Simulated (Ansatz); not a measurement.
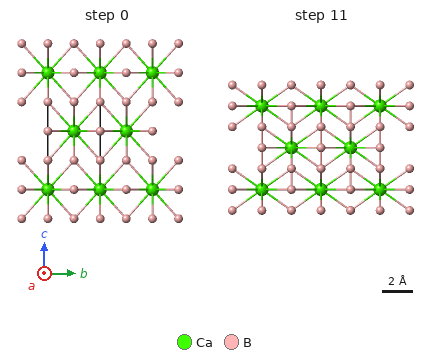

The structure of crystalline CaB₃ (built on the TiAl3 (D0_22)_139 type) before (left) and after (right) a relaxation, at one scale.

The picture is a ball-and-stick view of the conventional cell (2 times the calculation's cell), repeated 1 × 2 × 1 with one cell outlined, seen along the a axis. Lengths and directions refer to the drawn axes.

Case: TiAl3 (D0_22) type (I4/mmm, No. 139).

Method: DFT PBE, scalar-relativistic, plane waves, PAW in Ansatz 0.2.0.

Input
```yaml
crystal:
  lattice:
    - [-1.7494337605, 1.7494337605, 3.9078260625]
    - [1.7494337605, -1.7494337605, 3.9078260625]
    - [1.7494337605, 1.7494337605, -3.9078260625]
  atoms:
    - { symbol: Ca, position: [0.0, 0.0, 0.0] }
    - { symbol: B, position: [0.5, 0.5, 0.0] }
    - { symbol: B, position: [0.25, 0.75, 0.5] }
    - { symbol: B, position: [0.75, 0.25, 0.5] }
basis:
  ecutwfc: 420
kpoints:
  mp_grid: { grid: [18, 18, 18] }
hamiltonian:
  xc: pbe
scf:
  occupations: { method: gaussian, width: 0.1 }
output:
  forces: true
  stress: true
  eigenvalues: true
relax:
  adjacent_minimum: "off"
  f_tol: 0.01
  max_steps: 80
  cell: { stress_tol: 0.05 }
```

Command:
```bash
ansatz run input.yaml --threads 1 --pin off --max-ram 2560MiB --backend cpu --events-out ev --progress --plain --runs-dir out
```

**Summarise the run.**

After 9 accepted moves (11 points after the start) the energy has fallen by 0.598 eV per cell of the calculation. All forces vanish by symmetry, so only the cell relaxes. Pressure: −0.08 GPa at the start and 0.00 GPa at the end. At 2 points the geometry stayed and the basis and grid were re-selected for the new cell (energy shift of 13.8 meV per cell of the calculation at most each time). No atom moves by more than 0.005 Å relative to the cell. The volume changes by −8.5 %, with a = b 3.499 → 3.956 Å (+13.1 %), c 7.816 → 5.596 Å (−28.4 %). Among the contacts that change: Ca1–B2 3.908 → 2.798 Å, Ca1–Ca1 3.499 → 3.956 Å, Ca1–B2 (another image) 2.474 → 2.797 Å, Ca1–B3 2.623 → 2.423 Å. New bonds form: Ca1–B2 (3.91 → 2.80 Å). Among the angles between lasting bonds that change: Ca1–B4–Ca1 83.7° → 109.5°, Ca1–B4–Ca1 123.7° → 109.5°. The space group (tolerance 0.01 Å) goes from I4/mmm (No. 139) to Fm-3m (No. 225). Cost: 110 s on 1 thread of Intel(R) Xeon(R) 6975P-C (Granite Rapids) (shared host), peak memory 0.7 GiB.
